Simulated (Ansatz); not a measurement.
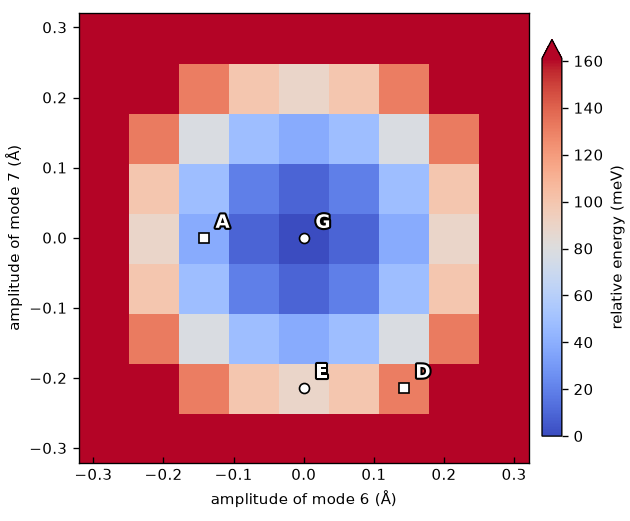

SrO (P6_3/mmc, No. 194; 4 atoms in the cell). The energy is mapped over two normal modes frozen in (zone-centre modes of the 4-atom cell of this scan). First axis: amplitude of mode 6 (177 cm⁻¹), largest displacement. Second axis: amplitude of mode 7 (177 cm⁻¹), largest displacement. Nothing is relaxed (the cell and all other modes fixed). The grid has 9 × 9 points; 25 points were computed and 56 follow by symmetry. Points are written as (first, second). Energies are in meV per cell, from the lowest grid point. The calculation used DFT PBE, scalar-relativistic, plane waves, PAW in Ansatz 0.2.0. Settings: cutoff 520 eV, k-mesh 9×9×4 in the order of the run's cell vectors, gaussian smearing 0.05 eV, no spin polarisation.

In the figure: one coloured cell a grid point, one colour for all values above the top of the scale, lettered points.

Is D the lowest point of the computed grid?

No. D lies 132 meV above the lowest grid point, which is at (0.000 Å, 0.000 Å).

What kind of point is each of A, D, E, G: minimum, saddle, maximum or slope?

A: on a slope; D: on a slope; E: on a slope; G: minimum. (In these two coordinates alone; a stationary point may lie a little off the grid point.)

Rank the lettered points by energy, lowest first.

G (0 meV), A (38 meV), E (89 meV), D (132 meV).
